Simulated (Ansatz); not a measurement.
# A convergence test on GaN (F-43m): wavefunction cutoff

Aim: see how gap, energy and time of GaN (F-43m) follow the wavefunction cutoff.

Calculated with Ansatz 0.2.0; DFT, PBE, plane waves, PAW; PAW set soft_1.

## Step 1: The starting structure

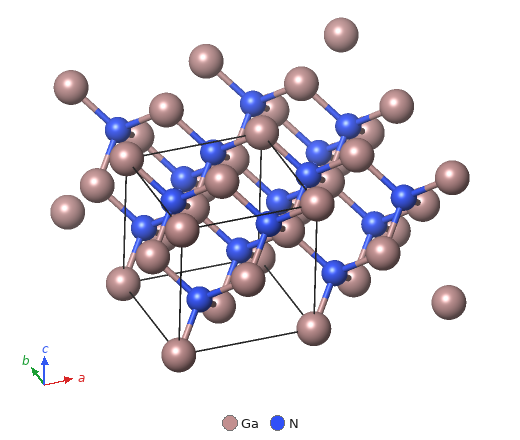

The starting structure, seen slightly off an axis (gallium pink, nitrogen blue). 2×2×1 cells are drawn. This picture shows the conventional cell, with its axes. Bonds to atoms that aren't drawn are left out. Some periodic images of atoms are drawn too.

The cell and positions are those that the Materials Project relaxed with its own functionals (PBE, PBE+U or r2SCAN), kept fixed. This is not the form that GaN usually takes at ambient conditions.

## Step 2: Wavefunction cutoff: 190 eV

Input file input.yaml:

```yaml
crystal:
  lattice:
    - [0.0, 2.2535006075, 2.2535006075]
    - [2.2535006075, 0.0, 2.2535006075]
    - [2.2535006075, 2.2535006075, 0.0]
  atoms:
    - { symbol: Ga, position: [0.0, 0.0, 0.0] }
    - { symbol: "N", position: [0.75, 0.75, 0.75] }
kpoints:
  mp_grid: { grid: [8, 8, 8] }
  band_path:
    path:
      - [0.0, 0.0, 0.0]
      - [-0.5, -0.5, 0.0]
      - [-0.375, -0.375, 0.25]
      - [-0.375, 0.0, 0.375]
      - [0.0, 0.0, 0.5]
      - [-0.5, -0.25, 0.25]
    npoints: 1
hamiltonian:
  xc: pbe
  pseudopotentials: { kind: paw, azcp: { folder: soft_1 } }
scf:
  occupations: { method: fermi_dirac, width: 0.02 }
  n_extra_bands: 4
  max_iter: 80
output:
  eigenvalues: true
basis:
  ecutwfc: 190.0
```

On the command line:

```sh
$ ansatz run input.yaml --threads 3 --pin off --max-ram 92160MiB --backend cuda --events-out ev --progress --plain --runs-dir out --devices 1 --max-vram 13GiB
```

Numbers of over 12 decimals in the logs are rounded to 6 here.

The log of the run:

```text
Warning: basis.ecutwfc = 190 eV is below the records' recommended 420 eV, and the density's cutoff is lower with it unless basis.ecutrho_ratio is high enough to keep the records' density cutoff: compare with a run at a higher cutoff
Warning: basis.ecutrho_ratio 4 (ecutrho = 760 eV, dense FFT grid 15×15×15): the grid does not resolve the core-correction charge of N (measure 0.17 e/Å^2.5); warned from 0.08. The energy and each atom's force then go with where the atoms sit on the grid: [figures from the program's tests cut] If this deck is also warned that a cutoff or its ratio is below what is recommended, mend that before anything below. First try basis.xc_grid, which is 1 on this run (the dense grid itself), where it is not refused (2, then 3). Above 1 the core-correction charge is laid on the exchange–correlation grid, and this warning is never given, whether or not the level is enough: [rest of the remark cut]
scf.n_extra_bands = 4 over 9 filled bands (N_el = 18.0): the run solves 13 bands
GPUs: using 1 of 1 available (devices: 1).
Engine: ansatz 0.2.0, x86_64-unknown-linux-gnu
Pseudopotentials: kind: paw
Pseudopotential: Ga, paw, valence charge 13, recommended cutoff 420 eV (normal), soft_1/Ga.paw.azcp
Pseudopotential: N, paw, valence charge 5, recommended cutoff 420 eV (normal), soft_1/N.paw.azcp
Functional definition: PBE
  parameter kappa = 0.804
  parameter beta = 0.066725
  exchange = pbe_x(kappa = kappa, mu = beta*pi^2/3)
  correlation = pbe_c(beta = beta)
device memory: the entry about to start is reckoned to put 0.6 GiB on a device that reports 59.2 GiB free (of which the cap on the GPU budget leaves the run 13.0 GiB)
GPU FFT provider: cuFFT
GPU libraries: cuBLAS 13.8.2, cuFFT 12.4.0, cuSOLVER 12.3.4
Crystal: 2 atoms, lattice volume = 22.888 Å³
Basis set: ecut = 190 eV, 137 PW (Γ)
Bands: 13, of which v1, the nominal top of the filled ones, is band 9 counted from 1 (8 counted from 0)
Symmetry: 24 space group operations
Space group: F-43m (ITA 216), of the structure as read, at distance tolerance 2.8e-5 Å
k-points: 29 of 512 (time reversal used)
Non-local potential: Ga, projectors of the file, l = 0: 2, l = 1: 2, l = 2: 3, l = 3: 1
Non-local potential: N, projectors of the file, l = 0: 2, l = 1: 2, l = 2: 1
PAW form: soft (Blöchl's): semilocal exchange-correlation on the pseudo side does not see the compensation charge
PAW one-centre angular grid: Ga, 590 points (default); XC on 64 Gauss nodes
PAW one-centre angular grid: N, 110 points (default); XC on 64 Gauss nodes
Initial density: superposition of atomic densities (chi_scale 0.1, normalization cell, long waves kept (reshape's long-wave potential 0.00 eV rms))
Initial wavefunctions: pseudopotential atomic-orbital guess
GPU buffer pool allocated for 3375 grid points (all kernels)
GPU transforms: local potential and band sums: pruned to the plane-wave sphere, on 15×15×15
Functional: x = pbe(κ = 0.804, μ = 0.219515), c = pbe(β = 0.066725)
SCF iter   1: F=—  HF=-4157.266127 eV  |F-HF|=—  |Δ(HF+E_count)|=         —  Δρ=8.27e-2  dr2=9.71e-1  ethr=3.10e-3  ⟨swp⟩=4.1  Hψ=1825  notcnv=0
preconditioner: auto → none  [insulator: Δε(μ)=1.431 eV  Ē_g=19.024 eV  σ=0.020 eV  W_gap=1.00  n_scr=8 (ndim 8)  ℏωp=32.9 eV  f_vac=0.013  D(μ)=0.00/eV (n_scr^D=0)  ε∞_Penn≈4.0]
SCF iter   2: F=—  HF=-4155.453196 eV  |F-HF|=—  |Δ(HF+E_count)|=    1.81e0  Δρ=6.92e-2  dr2=5.26e-1  ethr=3.10e-3  ⟨swp⟩=2.0  Hψ=986  notcnv=0
SCF iter   3: F=—  HF=-4155.331267 eV  |F-HF|=—  |Δ(HF+E_count)|=   1.22e-1  Δρ=3.05e-2  dr2=2.10e-1  ethr=2.92e-3  ⟨swp⟩=2.0  Hψ=592  notcnv=0
SCF iter   4: F=—  HF=-4155.264737 eV  |F-HF|=—  |Δ(HF+E_count)|=   6.65e-2  Δρ=6.44e-3  dr2=9.37e-3  ethr=1.17e-3  ⟨swp⟩=2.2  Hψ=761  notcnv=0
SCF iter   5: F=—  HF=-4155.262127 eV  |F-HF|=—  |Δ(HF+E_count)|=   2.61e-3  Δρ=7.97e-4  dr2=8.65e-5  ethr=5.21e-5  ⟨swp⟩=2.0  Hψ=570  notcnv=0
SCF iter   6: F=—  HF=-4155.262160 eV  |F-HF|=—  |Δ(HF+E_count)|=   3.33e-5  Δρ=5.83e-5  dr2=3.80e-7  ethr=4.80e-7  ⟨swp⟩=2.0  Hψ=464  notcnv=0
SCF iter   7: F=-4155.262161 eV  HF=-4155.262161 eV  |F-HF|=4.42e-9  |Δ(HF+E_count)|=   1.39e-7  Δρ=1.56e-5  dr2=2.62e-8  ethr=5.56e-10  ⟨swp⟩=3.0  Hψ=1494  notcnv=0
SCF 1 converged in 7 iterations: F = -4155.262161 eV  dr2 = 2.62e-8
[...]
device memory: the entry about to start is reckoned to put 0.6 GiB on a device that reports 57.1 GiB free (of which the cap on the GPU budget leaves the run 13.0 GiB)
NSCF: frozen V_eff on 6 k-points
SCF converged after 7 iterations
Free energy (F): -4155.262161 eV
Harris-Foulkes:  -4155.262161 eV  (|F-HF|=4.42e-9)
Internal energy: -4155.262161 eV  (E = F + TS)
E sigma→0 (E₀):  -4155.262161 eV
Fermi energy:    10.137046 eV
--- Per-component energies (eV) ---
  E_band       = -45.913772
  E_kinetic    = 253.836617
  E_local      = -1412.675566  (includes V_loc(G=0)·N_el)
  E_nonlocal   = -17.590386
  E_hartree    = 898.304846
  E_xc         = -125.024062
  E_vxc        = -134.358622  (∫ρ·V_xc dr)
  E_paw        = -2164.505331  (= ΣΔE_a)
  E_vpaw       = -531.559711  (= ΣTr[D̂ρ^β])
  E_aug_tail   = -0.173324  (compensation charges beyond the density's cutoff)
  E_ewald      = -1587.434954
  E_smearing   = -0.000000  (= −TS)
  E_closure    = 0.000000  (closes the sum)
  Σ components = -4155.262161   (vs F -4155.262161, Δ=0.00e0)
--- Band table (eV; the first three rows and the last of 29) ---
  k-point 0: bands = [... 5 lower, -6.9279, 9.5547, 9.5547, 9.5547, 10.6974, 19.7643, 19.7643, 19.7643]
  k-point 1: bands = [... 5 lower, -6.6018, 7.8045, 9.3721, 9.3721, 12.1242, 19.1005, 20.0107, 20.0107]
  k-point 2: bands = [... 5 lower, -5.8344, 5.4305, 9.0987, 9.0987, 13.3238, 18.4374, 20.2350, 20.2350]
  k-point 28: bands = [... 5 lower, -3.5981, 3.7279, 5.8503, 5.9125, 15.7288, 17.8782, 19.5651, 20.7749]
```

It took 7.3 s on 1 × NVIDIA H100 80GB HBM3 (shared by 6 runs) with 3 threads of AMD EPYC 7R13 (Zen 3), shared host; peak memory 0.88 GiB; 3 s of CPU time.

Numbers from this step:

| Item | Value |
| --- | --- |
| gap | 1.143 eV |
| valence top at | Γ |
| conduction bottom at | Γ |
| least direct gap | 1.143 eV |

The gap is direct, at Γ.

## Step 3: Wavefunction cutoff: 290 eV

input.yaml, as its differences from that of step 2:

```diff
@@ -23,3 +23,3 @@
 scf:
-  occupations: { method: fermi_dirac, width: 0.02 }
+  occupations: { method: fixed }
   n_extra_bands: 4
@@ -29,2 +29,2 @@
 basis:
-  ecutwfc: 190.0
+  ecutwfc: 290.0
```

The log of the run:

```text
[...]
GPUs: using 1 of 1 available (devices: 1).
[...]
GPU FFT provider: cuFFT
GPU libraries: cuBLAS 13.8.2, cuFFT 12.4.0, cuSOLVER 12.3.4
Crystal: 2 atoms, lattice volume = 22.888 Å³
Basis set: ecut = 290 eV, 259 PW (Γ)
Bands: 13, of which v1, the nominal top of the filled ones, is band 9 counted from 1 (8 counted from 0)
[... 1 set-up line as in the run before ...]
[...]
Fermi energy:    9.624884 eV
[...]
--- Band table (eV; the first three rows and the last of 29) ---
  k-point 0: bands = [... 5 lower, -3.6766, 9.6249, 9.6249, 9.6249, 11.3058, 19.9555, 19.9555, 19.9555]
  k-point 1: bands = [... 5 lower, -3.6874, 8.0707, 9.4438, 9.4438, 12.4671, 19.2420, 20.1902, 20.1902]
  k-point 2: bands = [... 5 lower, -3.6022, 5.7659, 9.0954, 9.0954, 13.6699, 18.4417, 20.4086, 20.4086]
  k-point 28: bands = [... 5 lower, -1.6738, 3.9476, 5.9433, 5.9990, 15.8485, 18.0420, 19.8872, 20.7639]
[key lines of the parts left out:]
SCF converged after 8 iterations
Free energy (F): -4167.527592 eV
```

The job ended after 6.5 s (1 × NVIDIA H100 80GB HBM3 (shared by 6 runs) with 3 threads; peak memory 0.88 GiB; 3.6 s of CPU time).

Numbers from this step:

* gap: 1.681 eV
* valence top at: Γ
* conduction bottom at: Γ
* least direct gap: 1.681 eV

The gap is 1.681 eV, +0.538 eV from the run before at this level.

## Step 4: Wavefunction cutoff: 420 eV (the default)

input.yaml, the sections that differ from step 3:

```yaml
kpoints:
  mp_grid: { grid: [8, 8, 8] }
  band_path:
    path:
      - [[0.0, 0.0, 0.0], [-0.5, -0.5, 0.0], [-0.375, -0.375, 0.25]]
      - [[-0.375, 0.0, 0.375], [0.0, 0.0, 0.0], [0.0, 0.0, 0.5], [-0.5, -0.25, 0.25], [-0.5, -0.5, 0.0]]
    npoints: 10
scf:
  occupations: { method: fermi_dirac, width: 0.02 }
  n_extra_bands: 4
output:
  eigenvalues: true
  write_density: true
  write_potential: true
  elf: true
  volumetric_format: npy
# crystal, hamiltonian: as in step 3
# basis: removed
```

The log of the run:

```text
[...]
GPUs: using 1 of 1 available (devices: 1).
[...]
GPU FFT provider: cuFFT
GPU libraries: cuBLAS 13.8.2, cuFFT 12.4.0, cuSOLVER 12.3.4
Crystal: 2 atoms, lattice volume = 22.888 Å³
Basis set: ecut = 420 eV, 459 PW (Γ)
Bands: 13, of which v1, the nominal top of the filled ones, is band 9 counted from 1 (8 counted from 0)
[... 1 set-up line as in the run before ...]
[...]
Fermi energy:    10.508980 eV
[...]
--- Band table (eV; the first three rows and the last of 29) ---
  k-point 0: bands = [... 5 lower, -3.5295, 9.6387, 9.6387, 9.6387, 11.3572, 19.9568, 19.9568, 19.9568]
  k-point 1: bands = [... 5 lower, -3.5311, 8.1112, 9.4772, 9.4772, 12.5079, 19.2461, 20.1936, 20.1936]
  k-point 2: bands = [... 5 lower, -3.4738, 5.7841, 9.1188, 9.1188, 13.6982, 18.4235, 20.4109, 20.4109]
  k-point 28: bands = [... 5 lower, -1.5532, 3.9466, 5.9490, 6.0042, 15.8595, 18.0263, 19.9071, 20.7509]
[key lines of the parts left out:]
SCF converged after 7 iterations
Free energy (F): -4167.902617 eV
```

Elapsed: 8.3 s, on 1 × NVIDIA H100 80GB HBM3 (shared by 6 runs) with 3 threads; peak memory 0.89 GiB; 3.1 s of CPU time.

Numbers from this step:

| Property | Result |
| --- | --- |
| gap | 1.718 eV |
| valence top at | Γ |
| conduction bottom at | Γ |
| least direct gap | 1.718 eV |

The gap is 1.718 eV, +0.038 eV from the run before at this level.

## Step 5: Wavefunction cutoff: 630 eV

input.yaml, the sections that differ from step 4:

```yaml
kpoints:
  mp_grid: { grid: [8, 8, 8] }
  band_path:
    path:
      - [0.0, 0.0, 0.0]
      - [-0.5, -0.5, 0.0]
      - [-0.375, -0.375, 0.25]
      - [-0.375, 0.0, 0.375]
      - [0.0, 0.0, 0.5]
      - [-0.5, -0.25, 0.25]
    npoints: 1
scf:
  occupations: { method: fixed }
  n_extra_bands: 4
  max_iter: 80
output:
  eigenvalues: true
basis:
  ecutwfc: 630.0
# crystal, hamiltonian: as in step 4
```

The log of the run:

```text
[...]
GPUs: using 1 of 1 available (devices: 1).
[...]
GPU FFT provider: cuFFT
GPU libraries: cuBLAS 13.8.2, cuFFT 12.4.0, cuSOLVER 12.3.4
Crystal: 2 atoms, lattice volume = 22.888 Å³
Basis set: ecut = 630 eV, 869 PW (Γ)
Bands: 13, of which v1, the nominal top of the filled ones, is band 9 counted from 1 (8 counted from 0)
[... 1 set-up line as in the run before ...]
[...]
Fermi energy:    9.637589 eV
[...]
--- Band table (eV; the first three rows and the last of 29) ---
  k-point 0: bands = [... 5 lower, -3.5333, 9.6376, 9.6376, 9.6376, 11.3571, 19.9562, 19.9562, 19.9562]
  k-point 1: bands = [... 5 lower, -3.5349, 8.1102, 9.4759, 9.4759, 12.5077, 19.2455, 20.1929, 20.1929]
  k-point 2: bands = [... 5 lower, -3.4771, 5.7833, 9.1178, 9.1178, 13.6980, 18.4228, 20.4101, 20.4101]
  k-point 28: bands = [... 5 lower, -1.5557, 3.9462, 5.9480, 6.0032, 15.8579, 18.0260, 19.9064, 20.7495]
[key lines of the parts left out:]
SCF converged after 8 iterations
Free energy (F): -4167.907304 eV
```

Elapsed: 5.5 s, on 1 × NVIDIA H100 80GB HBM3 (shared by 6 runs) with 3 threads; peak memory 0.89 GiB.

This step gave:

```yaml
gap: 1.720 eV
valence_top_at: Γ
conduction_bottom_at: Γ
least_direct_gap: 1.720 eV
```

The gap is 1.720 eV, +0.001 eV from the run before at this level.

## Step 6: The series

Differences are against the last row; a negative gap means that bands overlap, and a run with a band path holds that path's time. Times are wall times on 1 × NVIDIA H100 80GB HBM3 (shared by 6 runs) with 3 threads of AMD EPYC 7R13 (Zen 3), shared host, good to a factor of about two.

```
wavefunction cutoff  gap (eV)  direct gap (eV)  gap error (eV)  energy error (meV/atom)  irreducible k   time
             190 eV     1.143            1.143          −0.577                  +6322.6             29  7.3 s
             290 eV     1.681            1.681          −0.039                   +189.9             29  6.5 s
             420 eV     1.718            1.718          −0.001                     +2.3             29  8.3 s
             630 eV     1.720            1.720          +0.000                     +0.0             29  5.5 s
```

## Step 7: Summary of results

```json
{
  "190 eV": "1.143 eV",
  "290 eV": "1.681 eV",
  "420 eV": "1.718 eV",
  "630 eV": "1.720 eV"
}
```

What this shows: The gap holds to 0.02 eV from 420 eV on. At 190 eV the gap is off by −0.577 eV and the energy by +6323 meV/atom.

[Paths, hosts, dates, memory and timing lines, banners, echoed tables and standing remarks are left out of the program output.]

[Logs are printed without paths, hosts, clocks, repeated set-up lines and the standing remarks that a program may print on its own settings, such as how far it seeks lower states.]

[Runs of the session that timed out or met a known fault of the program may be left out.]

[Cells called generated may have been cut or substituted from an entry of the Crystallography Open Database or the Materials Project.]

[Hosts, paths, dates, database ids (printed as entryN), source tags and the programs' standing remarks are cut or masked in the printed files.]
